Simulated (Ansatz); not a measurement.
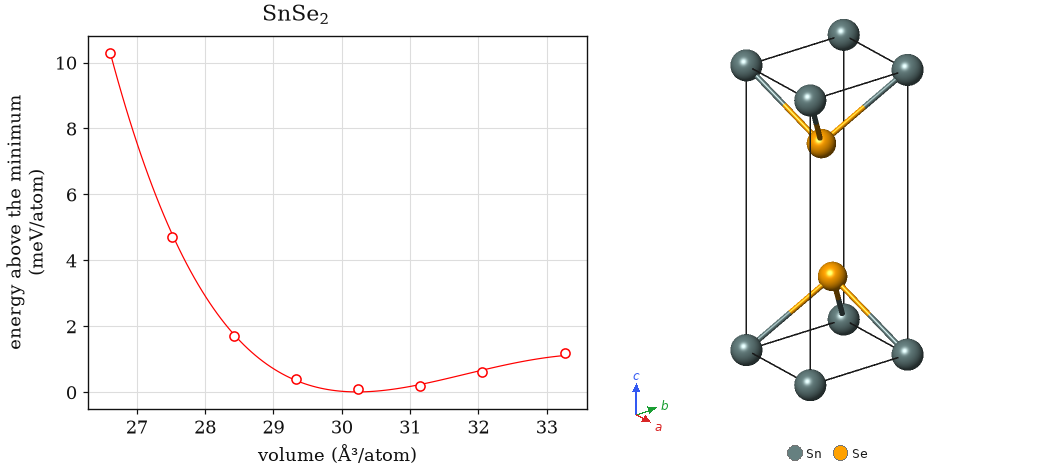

The figure shows the energy above the minimum against volume for SnSe₂, space group P-3m1 (No. 164). The conventional cell is drawn beside the plot.

The given structure:
```
CELL_PARAMETERS angstrom
3.87175 0.00000 0.00000
-1.93587 3.35303 0.00000
0.00000 0.00000 6.98808
ATOMIC_POSITIONS crystal
Sn 0.00000 0.00000 0.00000
Se 0.33333 0.66667 0.22815
Se 0.66667 0.33333 0.77185
```

Calculation (Ansatz 0.2.0): third-order Birch-Murnaghan fit to density functional energies at scaled volumes of the given relaxed cell, shape and atoms relaxed at each volume; energies count from the fitted minimum; plane waves with PAW datasets, Γ-centred k mesh. Level: PBE, no spin polarisation.

- wave cutoff: 420 eV
- k mesh: 12×12×4
- occupations: Gaussian
- smearing width: 0.02 eV

From this curve and the settings, what does the calculation give for the pressure and gap on the k mesh at the same points?

The pressure falls from 1.35 GPa at volume 26.611 Å³/atom to −0.08 GPa at 33.264 Å³/atom. The gap on the k mesh stays open and runs from 0.658 eV at volume 26.611 Å³/atom to 0.749 eV at 33.264 Å³/atom.

```csv
volume (Å³/atom),pressure (GPa),gap on the k mesh (eV)
26.611,1.35,0.658
27.518,0.76,0.695
28.426,0.40,0.680
29.333,0.17,0.681
30.240,0.01,0.701
31.147,-0.06,0.714
32.054,-0.09,0.730
33.264,-0.08,0.749
```

Note: pressure derivative unusual.
